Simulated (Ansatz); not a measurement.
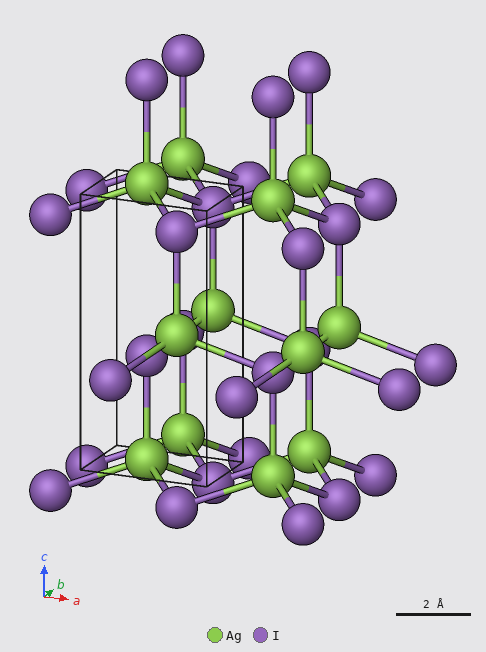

Reference structure: solid AgI (built on the wurtzite type) at its r2SCAN-relaxed geometry. The picture is a ball-and-stick view of the cell of the calculation, repeated 2 × 2 × 1 with one cell outlined, seen slightly off an axis.

Computed with DFT, HSE06, plane waves, PAW in Ansatz 0.2.0. Settings: plane-wave cutoff 420 eV; k-point mesh 6 × 6 × 2; occupations fixed; no spin polarisation.

Now this is done to it. The cell is strained by +0.5 % along c and none across it (volume +0.5 %). The atoms were relaxed with r2SCAN under that strain, and this is a single point on that geometry.

Input file:
```yaml
crystal:
  lattice:
    - [4.6508717568, 0.0, 0.0]
    - [-2.3254358784, 4.0277730911, 0.0]
    - [0.0, 0.0, 7.6372931925]
  atoms:
    - { symbol: Ag, position: [0.3333333333, 0.6666666667, 0.0006839999] }
    - { symbol: Ag, position: [0.6666666667, 0.3333333333, 0.5006839999] }
    - { symbol: I, position: [0.3333333333, 0.6666666667, 0.3743160001] }
    - { symbol: I, position: [0.6666666667, 0.3333333333, 0.8743160001] }
kpoints:
  mp_grid: { grid: [6, 6, 2] }
  band_path:
    path:
      - [0.0, 0.0, 0.0]
      - [0.5, 0.0, 0.0]
      - [0.3333333333, 0.3333333333, 0.0]
      - [0.0, 0.0, 0.5]
      - [0.5, 0.0, 0.5]
      - [0.3333333333, 0.3333333333, 0.5]
    npoints: 1
hamiltonian:
  xc: hse06
scf:
  occupations: { method: fixed }
  n_extra_bands: 5
output:
  forces: true
  stress: true
  eigenvalues: true
```

Command:
```bash
ansatz run input.yaml --threads 2 --pin off --max-ram 2211MiB --backend cpu --events-out ev --progress --plain --runs-dir out
```

What does the calculation give for the changed structure?

Answer. The energy changes by less than 1 meV per atom. Pressure: 0.5 GPa before, 0.4 GPa after. The forces stay under 0.01 eV/Å. Some distances before and after: Ag–I 2.849 → 2.853 Å. The space group stays P6_3mc (No. 186).
